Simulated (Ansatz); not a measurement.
Geometry relaxation of HfN

System: HfN (4 atoms in the cell).
Method: DFT LDA, scalar-relativistic, plane waves, PAW (Ansatz 0.2.0).

The structure derives from a Materials Project entry. The run did not end well. It belongs to a series of runs on one base structure; here: elastic constants, atoms relaxed. Figures and captions count atoms from 1; the log counts them from 0 in places.

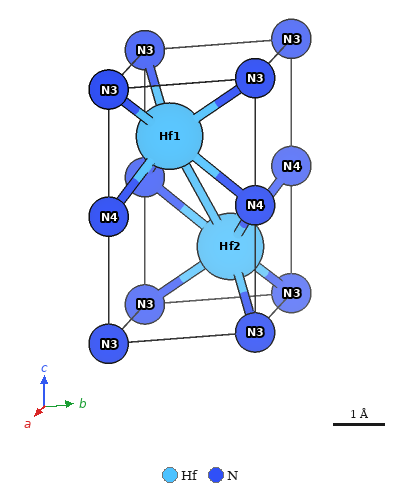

**Figure 1.** The starting structure (ball-and-stick view of the cell of the calculation, seen slightly off an axis; atoms are numbered from 1 in the order of the input).

Input:
```yaml
crystal:
  lattice:
    - [3.0345462583, 0.0, 0.0]
    - [-1.5172731291, 2.6279941486, 0.0]
    - [0.0, 0.0, 5.2449969234]
  atoms:
    - { symbol: Hf, position: [0.6666666667, 0.3333333333, 0.75] }
    - { symbol: Hf, position: [0.3333333333, 0.6666666667, 0.25] }
    - { symbol: "N", position: [0.0, 0.0, 0.0] }
    - { symbol: "N", position: [0.0, 0.0, 0.5] }
basis:
  ecutwfc: 420
kpoints:
  mp_grid: { grid: [15, 15, 8] }
hamiltonian:
  xc: lda
scf:
  occupations: { method: fermi_dirac, width: 0.15 }
output:
  forces: true
  stress: true
  eigenvalues: true
elastic:
  mode: relaxed_ion
  amplitude: 0.005
  stencil: two_point
```

Run on 1 thread of Arm Neoverse N1, 54 GiB of memory available, shared host.

Launch command:
```bash
ansatz run input.yaml --threads 1 --pin off --max-ram 1228MiB --backend cpu --events-out ev --progress --plain --runs-dir out
```

The program's output:
```
band count auto-derived: 40 (N_el = 62.0; filled up to band 31; 38 by the electrons, moments and atoms)
Engine: ansatz 0.2.0, aarch64-unknown-linux-gnu
Pseudopotentials: kind: paw
Pseudopotential: Hf, paw, valence charge 26, recommended cutoff 420 eV (normal), Hf.paw.azcp
Pseudopotential: N, paw, valence charge 5, recommended cutoff 420 eV (normal), N.paw.azcp
Functional definition: SPW92
  exchange = slater_x
  correlation = pw_c
Crystal: 4 atoms, lattice volume = 41.828 Å³
Basis set: ecut = 420 eV, 821 PW (Γ)
Bands: 40, of which v1, the nominal top of the filled ones, is band 31 counted from 1 (30 counted from 0)
Symmetry: 24 space group operations
Space group: P63/mmc (ITA 194), of the structure as read, at distance tolerance 3.5e-5 Å
k-points: 135 of 1800
Non-local potential: Hf, projectors of the file, l = 0: 3, l = 1: 2, l = 2: 2, l = 3: 3
Non-local potential: N, projectors of the file, l = 0: 2, l = 1: 2, l = 2: 1
PAW form: soft (Blöchl's): semilocal exchange-correlation on the pseudo side does not see the compensation charge
PAW frozen core: Hf, regenerated for the run's functional, and the local potential with it (the file was generated under x = pbe(κ = 0.804, μ = 0.2195149727645171), c = pbe(β = 0.06672455060314922))
PAW frozen core: N, regenerated for the run's functional, and the local potential with it (the file was generated under x = pbe(κ = 0.804, μ = 0.2195149727645171), c = pbe(β = 0.06672455060314922))
PAW one-centre angular grid: Hf, 590 points (default); XC on 64 Gauss nodes
PAW one-centre angular grid: N, 110 points (default); XC on 64 Gauss nodes
Initial density: superposition of atomic densities (neutral atoms: chi_scale 0, normalization atom), corrected by the library's trained network
Initial wavefunctions: pseudopotential atomic-orbital guess
Functional: x = slater, c = lda
SCF iter   1: F=—  HF=-31709.035282 eV  |F-HF|=—  |Δ(HF+E_count)|=         —  Δρ=8.10e-3  dr2=1.83e-2  ethr=1.77e-3  ⟨swp⟩=5.3  Hψ=18277  notcnv=0  defer=24
preconditioner: auto → Kerker (q_TF=auto, 2.913 Å⁻¹)  [metal: Δε(μ)=0.028 eV  Ē_g=19.403 eV  σ=0.150 eV  W_gap=0.05  n_scr=22 (ndim 8)  ℏωp=43.7 eV  f_vac=0.000  D(μ)=0.84/eV (n_scr^D=2)]
SCF iter   2: F=—  HF=-31709.031083 eV  |F-HF|=—  |Δ(HF+E_count)|=   4.20e-3  Δρ=3.98e-3  dr2=3.36e-3  ethr=2.95e-5  ⟨swp⟩=2.3  Hψ=8597  notcnv=0  defer=24
SCF iter   3: F=—  HF=-31709.030759 eV  |F-HF|=—  |Δ(HF+E_count)|=   3.24e-4  Δρ=1.44e-3  dr2=6.92e-4  ethr=5.42e-6  ⟨swp⟩=2.0  Hψ=7227  notcnv=0  defer=24
SCF iter   4: F=—  HF=-31709.030466 eV  |F-HF|=—  |Δ(HF+E_count)|=   2.94e-4  Δρ=5.93e-4  dr2=1.25e-4  ethr=1.12e-6  ⟨swp⟩=2.0  Hψ=9395  notcnv=0  defer=24
SCF iter   5: F=—  HF=-31709.030447 eV  |F-HF|=—  |Δ(HF+E_count)|=   1.91e-5  Δρ=2.08e-4  dr2=1.66e-5  ethr=2.02e-7  ⟨swp⟩=2.0  Hψ=9320  notcnv=0  defer=24
SCF iter   6: F=—  HF=-31709.030440 eV  |F-HF|=—  |Δ(HF+E_count)|=   6.68e-6  Δρ=3.72e-5  dr2=4.43e-7  ethr=2.67e-8  ⟨swp⟩=2.0  Hψ=9396  notcnv=0  defer=24
SCF iter   7: F=—  HF=-31709.030442 eV  |F-HF|=—  |Δ(HF+E_count)|=   2.49e-6  Δρ=9.66e-6  dr2=4.12e-8  ethr=7.15e-10  ⟨swp⟩=2.1  Hψ=9421  notcnv=0  defer=24
SCF iter   8: F=—  HF=-31709.030442 eV  |F-HF|=—  |Δ(HF+E_count)|=   3.72e-8  Δρ=1.83e-6  dr2=8.05e-10  ethr=6.64e-11  ⟨swp⟩=2.0  Hψ=8576  notcnv=0  defer=24
SCF iter   9: F=—  HF=-31709.030442 eV  |F-HF|=—  |Δ(HF+E_count)|=  3.27e-10  Δρ=3.44e-7  dr2=3.02e-11  ethr=1.30e-12  ⟨swp⟩=2.1  Hψ=9419  notcnv=0  defer=24
SCF iter  10: F=—  HF=-31709.030442 eV  |F-HF|=—  |Δ(HF+E_count)|=  1.82e-11  Δρ=6.20e-8  dr2=1.27e-12  ethr=4.88e-14 (applied; sched 1.00e-12)  ⟨swp⟩=2.1  Hψ=9447  notcnv=0  defer=162
SCF iter  11: F=—  HF=-31709.030442 eV  |F-HF|=—  |Δ(HF+E_count)|=  7.28e-12  Δρ=2.03e-8  dr2=1.57e-13  ethr=1.00e-12  ⟨swp⟩=8.1  Hψ=23599  notcnv=0
SCF iter  12: F=-31709.030442 eV  HF=-31709.030442 eV  |F-HF|=3.64e-12  |Δ(HF+E_count)|=  3.64e-12  Δρ=6.45e-9  dr2=2.14e-14  ethr=1.00e-12  ⟨swp⟩=4.2  Hψ=18235  notcnv=0
SCF 1 converged in 12 iterations: F = -31709.030442 eV  dr2 = 2.14e-14
  greatest PAW one-centre occupation: 0.998 electrons in one spin orbital (limit 2), on the Hf atom at site 1 (counted from 0), in its partial waves of l = 3
Crystal: 4 atoms, lattice volume = 41.619 Å³
Basis set: ecut = 420 eV, 789 PW (Γ)
Symmetry: 8 space group operations
k-points: 320 of 1800
Initial density: handed on by an earlier stage of this run
Initial wavefunctions: pseudopotential atomic-orbital guess (no wavefunctions were taken with the density)
iter 1 solved again at ethr=1.73e-4 eV; its pass at ethr=3.10e-3 eV (dr2=1.07e-1 eV) is discarded
SCF iter   1: F=—  HF=-31709.056327 eV  |F-HF|=—  |Δ(HF+E_count)|=         —  Δρ=2.30e-2  dr2=1.09e-1  ethr=1.73e-4  ⟨swp⟩=1.3  Hψ=58068  notcnv=0
preconditioner: auto → Kerker (q_TF=auto, 2.916 Å⁻¹)  [metal: Δε(μ)=0.014 eV  Ē_g=19.181 eV  σ=0.150 eV  W_gap=0.02  n_scr=22 (ndim 8)  ℏωp=43.8 eV  f_vac=0.000  D(μ)=0.83/eV (n_scr^D=2)]
SCF iter   2: F=—  HF=-31709.015751 eV  |F-HF|=—  |Δ(HF+E_count)|=   4.06e-2  Δρ=1.10e-2  dr2=2.65e-2  ethr=1.73e-4  ⟨swp⟩=2.1  Hψ=20687  notcnv=0
SCF iter   3: F=—  HF=-31709.002909 eV  |F-HF|=—  |Δ(HF+E_count)|=   1.28e-2  Δρ=3.70e-3  dr2=4.68e-3  ethr=4.27e-5  ⟨swp⟩=2.0  Hψ=20792  notcnv=0
SCF iter   4: F=—  HF=-31708.999080 eV  |F-HF|=—  |Δ(HF+E_count)|=   3.83e-3  Δρ=1.11e-3  dr2=3.25e-4  ethr=7.55e-6  ⟨swp⟩=2.0  Hψ=22730  notcnv=0
SCF iter   5: F=—  HF=-31708.999450 eV  |F-HF|=—  |Δ(HF+E_count)|=   3.71e-4  Δρ=3.36e-4  dr2=3.48e-5  ethr=5.25e-7  ⟨swp⟩=2.0  Hψ=23067  notcnv=0
SCF iter   6: F=—  HF=-31708.999440 eV  |F-HF|=—  |Δ(HF+E_count)|=   1.01e-5  Δρ=1.05e-4  dr2=5.19e-6  ethr=5.62e-8  ⟨swp⟩=2.0  Hψ=22664  notcnv=0
SCF iter   7: F=—  HF=-31708.999439 eV  |F-HF|=—  |Δ(HF+E_count)|=   5.10e-7  Δρ=2.91e-5  dr2=2.76e-7  ethr=8.37e-9  ⟨swp⟩=2.0  Hψ=22724  notcnv=0
SCF iter   8: F=—  HF=-31708.999439 eV  |F-HF|=—  |Δ(HF+E_count)|=   8.22e-8  Δρ=5.61e-6  dr2=1.15e-8  ethr=4.45e-10  ⟨swp⟩=2.1  Hψ=18280  notcnv=0
SCF iter   9: F=—  HF=-31708.999439 eV  |F-HF|=—  |Δ(HF+E_count)|=   1.85e-9  Δρ=1.24e-6  dr2=4.48e-10  ethr=1.85e-11  ⟨swp⟩=2.1  Hψ=22614  notcnv=0
SCF iter  10: F=—  HF=-31708.999439 eV  |F-HF|=—  |Δ(HF+E_count)|=  1.13e-10  Δρ=2.02e-7  dr2=1.56e-11  ethr=7.23e-13 (applied; sched 1.00e-12)  ⟨swp⟩=2.1  Hψ=20450  notcnv=0
SCF iter  11: F=—  HF=-31708.999439 eV  |F-HF|=—  |Δ(HF+E_count)|=  3.64e-12  Δρ=4.90e-8  dr2=7.79e-13  ethr=2.51e-14 (applied; sched 1.00e-12)  ⟨swp⟩=2.1  Hψ=21538  notcnv=0  defer=31
SCF iter  12: F=-31708.999439 eV  HF=-31708.999439 eV  |F-HF|=7.28e-12  |Δ(HF+E_count)|=  7.28e-12  Δρ=9.32e-9  dr2=2.20e-14  ethr=1.00e-12  ⟨swp⟩=5.7  Hψ=56416  notcnv=0
SCF 2 converged in 12 iterations: F = -31708.999439 eV  dr2 = 2.20e-14
relax step   1: F+E_penalty+E_count = -31708.99943940 eV  Δ(F+E_penalty+E_count) = +0.000e0 eV  max|allowed force component| = 1.263e-2 eV/Å  Δτ_max = 0.0000 Å  (12 SCF iters, accepted)
Initial wavefunctions: those handed on with the density
iter 1 solved again at ethr=2.00e-9 eV; its pass at ethr=3.10e-3 eV (dr2=1.24e-6 eV) is discarded
SCF iter   1: F=—  HF=-31708.999449 eV  |F-HF|=—  |Δ(HF+E_count)|=         —  Δρ=1.02e-4  dr2=1.20e-6  ethr=2.00e-9  ⟨swp⟩=2.1  Hψ=47156  notcnv=0  defer=1
preconditioner: auto → Kerker (q_TF=auto, 2.916 Å⁻¹)  [metal: Δε(μ)=0.030 eV  Ē_g=19.394 eV  σ=0.150 eV  W_gap=0.05  n_scr=22 (ndim 8)  ℏωp=43.8 eV  f_vac=0.000  D(μ)=0.84/eV (n_scr^D=2)]
SCF iter   2: F=—  HF=-31708.999449 eV  |F-HF|=—  |Δ(HF+E_count)|=   4.15e-7  Δρ=5.36e-5  dr2=4.01e-7  ethr=1.93e-9  ⟨swp⟩=1.0  Hψ=12358  notcnv=0  defer=1
SCF iter   3: F=—  HF=-31708.999448 eV  |F-HF|=—  |Δ(HF+E_count)|=   2.05e-7  Δρ=5.41e-6  dr2=1.44e-8  ethr=6.46e-10  ⟨swp⟩=2.0  Hψ=21549  notcnv=0  defer=1
SCF iter   4: F=—  HF=-31708.999448 eV  |F-HF|=—  |Δ(HF+E_count)|=   5.92e-9  Δρ=1.64e-6  dr2=5.65e-10  ethr=2.32e-11  ⟨swp⟩=2.0  Hψ=21153  notcnv=0  defer=1
SCF iter   5: F=—  HF=-31708.999448 eV  |F-HF|=—  |Δ(HF+E_count)|=  5.82e-11  Δρ=5.93e-7  dr2=1.26e-10  ethr=9.11e-13 (applied; sched 1.00e-12)  ⟨swp⟩=2.0  Hψ=19932  notcnv=0  defer=1
SCF iter   6: F=—  HF=-31708.999448 eV  |F-HF|=—  |Δ(HF+E_count)|=  1.46e-11  Δρ=1.48e-7  dr2=7.00e-12  ethr=2.03e-13 (applied; sched 1.00e-12)  ⟨swp⟩=2.0  Hψ=19798  notcnv=0  defer=29
SCF iter   7: F=—  HF=-31708.999448 eV  |F-HF|=—  |Δ(HF+E_count)|=    0.00e0  Δρ=6.61e-8  dr2=1.32e-12  ethr=1.13e-14 (applied; sched 1.00e-12)  ⟨swp⟩=2.1  Hψ=22357  notcnv=0  defer=362
SCF iter   8: F=—  HF=-31708.999448 eV  |F-HF|=—  |Δ(HF+E_count)|=  1.09e-11  Δρ=3.00e-8  dr2=2.38e-13  ethr=2.13e-15 (applied; sched 1.00e-12)  ⟨swp⟩=2.0  Hψ=22273  notcnv=0  defer=442
SCF iter   9: F=-31708.999448 eV  HF=-31708.999448 eV  |F-HF|=7.28e-12  |Δ(HF+E_count)|=  7.28e-12  Δρ=5.72e-9  dr2=1.25e-14  ethr=1.00e-12  ⟨swp⟩=4.8  Hψ=49023  notcnv=0
SCF 3 converged in 9 iterations: F = -31708.999448 eV  dr2 = 1.25e-14
relax step   2: F+E_penalty+E_count = -31708.99944835 eV  Δ(F+E_penalty+E_count) = -8.946e-6 eV  max|allowed force component| = 3.088e-3 eV/Å  Δτ_max = 0.0006 Å  (9 SCF iters, accepted)
SCF iter   1: F=—  HF=-31708.999449 eV  |F-HF|=—  |Δ(HF+E_count)|=         —  Δρ=3.32e-5  dr2=1.25e-7  ethr=2.03e-9  ⟨swp⟩=5.6  Hψ=44970  notcnv=0  defer=1
preconditioner: auto → Kerker (q_TF=auto, 2.916 Å⁻¹)  [metal: Δε(μ)=0.031 eV  Ē_g=19.394 eV  σ=0.150 eV  W_gap=0.05  n_scr=22 (ndim 8)  ℏωp=43.8 eV  f_vac=0.000  D(μ)=0.84/eV (n_scr^D=2)]
SCF iter   2: F=—  HF=-31708.999449 eV  |F-HF|=—  |Δ(HF+E_count)|=   4.43e-8  Δρ=1.75e-5  dr2=4.32e-8  ethr=2.02e-10  ⟨swp⟩=1.0  Hψ=15378  notcnv=0  defer=1
SCF iter   3: F=—  HF=-31708.999449 eV  |F-HF|=—  |Δ(HF+E_count)|=   2.14e-8  Δρ=1.66e-6  dr2=1.27e-9  ethr=6.97e-11  ⟨swp⟩=2.0  Hψ=22241  notcnv=0  defer=1
SCF iter   4: F=—  HF=-31708.999449 eV  |F-HF|=—  |Δ(HF+E_count)|=  4.84e-10  Δρ=4.70e-7  dr2=6.21e-11  ethr=2.05e-12  ⟨swp⟩=2.0  Hψ=21042  notcnv=0  defer=1
SCF iter   5: F=—  HF=-31708.999449 eV  |F-HF|=—  |Δ(HF+E_count)|=    0.00e0  Δρ=1.12e-7  dr2=4.15e-12  ethr=1.00e-13 (applied; sched 1.00e-12)  ⟨swp⟩=2.0  Hψ=19955  notcnv=0  defer=31
SCF iter   6: F=—  HF=-31708.999449 eV  |F-HF|=—  |Δ(HF+E_count)|=  3.64e-12  Δρ=3.48e-8  dr2=3.73e-13  ethr=6.69e-15 (applied; sched 1.00e-12)  ⟨swp⟩=2.0  Hψ=20390  notcnv=0  defer=442
SCF iter   7: F=-31708.999449 eV  HF=-31708.999449 eV  |F-HF|=0.00e0  |Δ(HF+E_count)|=    0.00e0  Δρ=1.01e-8  dr2=3.71e-14  ethr=1.00e-12  ⟨swp⟩=5.2  Hψ=51502  notcnv=0
SCF 4 converged in 7 iterations: F = -31708.999449 eV  dr2 = 3.71e-14
relax step   3: F+E_penalty+E_count = -31708.99944892 eV  Δ(F+E_penalty+E_count) = -5.689e-7 eV  max|allowed force component| = 3.877e-8 eV/Å  Δτ_max = 0.0002 Å  (7 SCF iters, accepted)
iter 1 solved again at ethr=1.00e-12 eV; its pass at ethr=3.10e-3 eV (dr2=3.98e-14 eV) is discarded
SCF iter   1: F=—  HF=-31708.999449 eV  |F-HF|=—  |Δ(HF+E_count)|=         —  Δρ=1.01e-8  dr2=3.70e-14  ethr=1.00e-12  ⟨swp⟩=2.3  Hψ=50178  notcnv=0
SCF iter   2: F=-31708.999449 eV  HF=-31708.999449 eV  |F-HF|=0.00e0  |Δ(HF+E_count)|=  3.64e-12  Δρ=6.25e-9  dr2=1.56e-14  ethr=1.00e-12  ⟨swp⟩=5.9  Hψ=52286  notcnv=0
SCF 5 converged in 2 iterations: F = -31708.999449 eV  dr2 = 1.56e-14
Crystal: 4 atoms, lattice volume = 42.037 Å³
Basis set: ecut = 420 eV, 837 PW (Γ)
iter 1 solved again at ethr=1.72e-4 eV; its pass at ethr=3.10e-3 eV (dr2=1.07e-1 eV) is discarded
SCF iter   1: F=—  HF=-31709.113436 eV  |F-HF|=—  |Δ(HF+E_count)|=         —  Δρ=2.27e-2  dr2=1.08e-1  ethr=1.72e-4  ⟨swp⟩=1.2  Hψ=57080  notcnv=0
preconditioner: auto → Kerker (q_TF=auto, 2.911 Å⁻¹)  [metal: Δε(μ)=0.016 eV  Ē_g=19.555 eV  σ=0.150 eV  W_gap=0.03  n_scr=22 (ndim 8)  ℏωp=43.6 eV  f_vac=0.000  D(μ)=0.84/eV (n_scr^D=2)]
SCF iter   2: F=—  HF=-31709.073058 eV  |F-HF|=—  |Δ(HF+E_count)|=   4.04e-2  Δρ=1.09e-2  dr2=2.68e-2  ethr=1.72e-4  ⟨swp⟩=2.8  Hψ=22273  notcnv=0
SCF iter   3: F=—  HF=-31709.060210 eV  |F-HF|=—  |Δ(HF+E_count)|=   1.28e-2  Δρ=3.42e-3  dr2=4.14e-3  ethr=4.32e-5  ⟨swp⟩=2.0  Hψ=20728  notcnv=0
SCF iter   4: F=—  HF=-31709.056575 eV  |F-HF|=—  |Δ(HF+E_count)|=   3.63e-3  Δρ=1.11e-3  dr2=3.20e-4  ethr=6.68e-6  ⟨swp⟩=2.0  Hψ=22738  notcnv=0
SCF iter   5: F=—  HF=-31709.056945 eV  |F-HF|=—  |Δ(HF+E_count)|=   3.70e-4  Δρ=3.00e-4  dr2=2.89e-5  ethr=5.16e-7  ⟨swp⟩=2.0  Hψ=23018  notcnv=0
SCF iter   6: F=—  HF=-31709.056935 eV  |F-HF|=—  |Δ(HF+E_count)|=   1.01e-5  Δρ=9.57e-5  dr2=4.62e-6  ethr=4.67e-8  ⟨swp⟩=2.0  Hψ=22690  notcnv=0
SCF iter   7: F=—  HF=-31709.056935 eV  |F-HF|=—  |Δ(HF+E_count)|=   7.68e-7  Δρ=2.84e-5  dr2=2.74e-7  ethr=7.45e-9  ⟨swp⟩=2.0  Hψ=22745  notcnv=0
SCF iter   8: F=—  HF=-31709.056935 eV  |F-HF|=—  |Δ(HF+E_count)|=   1.07e-7  Δρ=5.43e-6  dr2=1.09e-8  ethr=4.42e-10  ⟨swp⟩=2.0  Hψ=20344  notcnv=0
SCF iter   9: F=—  HF=-31709.056935 eV  |F-HF|=—  |Δ(HF+E_count)|=   1.21e-9  Δρ=1.25e-6  dr2=4.50e-10  ethr=1.76e-11  ⟨swp⟩=2.0  Hψ=22809  notcnv=0
SCF iter  10: F=—  HF=-31709.056935 eV  |F-HF|=—  |Δ(HF+E_count)|=  1.20e-10  Δρ=2.02e-7  dr2=1.57e-11  ethr=7.26e-13 (applied; sched 1.00e-12)  ⟨swp⟩=2.1  Hψ=20395  notcnv=0
SCF iter  11: F=—  HF=-31709.056935 eV  |F-HF|=—  |Δ(HF+E_count)|=  3.64e-12  Δρ=4.13e-8  dr2=5.73e-13  ethr=2.54e-14 (applied; sched 1.00e-12)  ⟨swp⟩=2.0  Hψ=21395  notcnv=0  defer=24
```

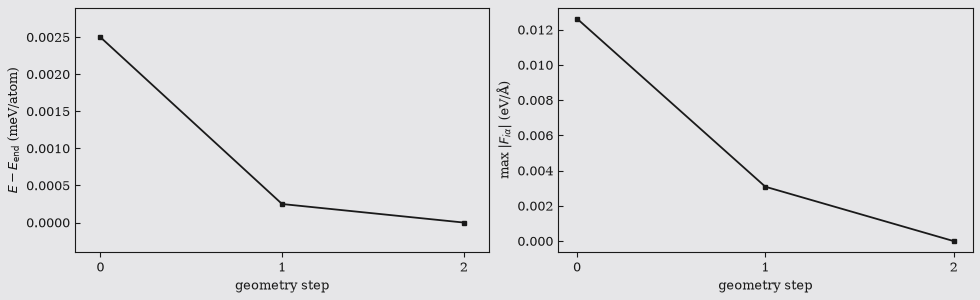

**Figure 2.** Progress of the relaxation, step by step (the first geometry is step 0 here and step 1 in the log). The run was cut off at its time limit before the relaxation converged, so the last structure is only a point on the way. Over 2 geometry steps the energy falls by next to nothing (0.0 meV per atom). The largest force component goes from 0.013 to under 0.0001 eV/Å. No atom moves by more than 0.005 Å. The lattice vectors keep their values. The space group (tolerance 0.01 Å) goes from Pm (No. 6) to Cmcm (No. 63).

```
Step cancelled. What follows is not a result of the run: it is the report of the last solve that finished, which converged after 2 SCF iterations.
Free energy (F): -31708.999449 eV
Harris-Foulkes:  -31708.999449 eV  (|F-HF|=0.00e0)
Internal energy: -31708.935340 eV  (E = F + TS)
E sigma→0 (E₀):  -31708.967395 eV
Entropy (-TS):   -0.064108 eV (-16.027 meV/atom)
Fermi energy:    25.617254 eV
--- Per-component energies (eV) ---
  E_band       = 509.723307
  E_kinetic    = 1131.272031
  E_local      = -8887.933875  (includes V_loc(G=0)·N_el)
  E_nonlocal   = -2368.115247
  E_hartree    = 4275.054622
  E_xc         = -722.666275
  E_vxc        = -696.557477  (∫ρ·V_xc dr)
  E_paw        = -13612.163612  (= ΣΔE_a)
  E_vpaw       = 2780.948443  (= ΣTr[D̂ρ^β])
  E_aug_tail   = 0.000185  (compensation charges beyond the density's cutoff)
  E_ewald      = -11529.457742
  E_core_change = 5.074573  (= ΣΔE_core)
  E_smearing   = -0.064108  (= −TS)
  E_closure    = 0.000000  (closes the sum)
  Σ components = -31708.999449   (vs F -31708.999449, Δ=0.00e0)
--- Forces (eV/Å), atoms counted from 1 ---
  atom   1  Hf    -0.00000000     0.00000001     0.00000000
  atom   2  Hf     0.00000000    -0.00000001     0.00000000
  atom   3  N      0.00000000     0.00000000     0.00000000
  atom   4  N      0.00000000     0.00000000     0.00000000
  max |Σ_I F_I| component: 3.94e-31 eV/Å
--- Stress (GPa, compression-positive) ---
       25.507163      -0.000000       0.000000
       -0.000000      23.116386       0.000000
        0.000000       0.000000      23.165138
  P = ⅓ Tr σ = 23.9296 GPa (239.296 kbar)
End of that report.
Error: SIGTERM received: cancelled by the caller after 11 completed SCF iterations
```

Trajectory as extended XYZ (Å, eV, eV/Å), 3 frames, from step=1 to step=3:
```
4
Lattice="3.0345 0.0000 0.0000 -1.5173 2.6280 0.0000 0.0000 0.0000 5.2450" Properties=species:S:1:pos:R:3:forces:R:3 step=1 energy=-31708.99944
Hf    1.5097    0.8760    3.9337    0.0000   0.0126   0.0000
Hf    0.0000    1.7520    1.3112    0.0000  -0.0126   0.0000
N     0.0000    0.0000    0.0000    0.0000   0.0000   0.0000
N     0.0000    0.0000    2.6225    0.0000   0.0000   0.0000
4
Lattice="3.0345 0.0000 0.0000 -1.5173 2.6280 0.0000 0.0000 0.0000 5.2450" Properties=species:S:1:pos:R:3:forces:R:3 step=2 energy=-31708.99945
Hf    1.5097    0.8766    3.9337    0.0000   0.0031   0.0000
Hf    0.0000    1.7514    1.3112    0.0000  -0.0031   0.0000
N     0.0000    0.0000    0.0000    0.0000   0.0000   0.0000
N     0.0000    0.0000    2.6225    0.0000   0.0000   0.0000
4
Lattice="3.0345 0.0000 0.0000 -1.5173 2.6280 0.0000 0.0000 0.0000 5.2450" Properties=species:S:1:pos:R:3:forces:R:3 step=3 energy=-31708.99945
Hf    1.5097    0.8768    3.9337    0.0000   0.0000   0.0000
Hf    0.0000    1.7512    1.3112    0.0000   0.0000   0.0000
N     0.0000    0.0000    0.0000    0.0000   0.0000   0.0000
N     0.0000    0.0000    2.6225    0.0000   0.0000   0.0000
```

What the run reported:

| quantity | value |
| --- | --- |
| outcome | stopped at the time limit |
| space group (tolerance 0.01 Å) | P6₃/mmc (194) → Cmcm (63) |
| final cell | a = 3.035 Å, b = 3.035 Å, c = 5.245 Å, α = 90.00°, β = 90.00°, γ = 120.00° |
| wall time | 4.7 min |
| peak memory | 0.76 GiB |

Diagnosis:

The run was cut off by its time limit, so the output is incomplete. Results for this metal are sensitive to the k-point mesh.
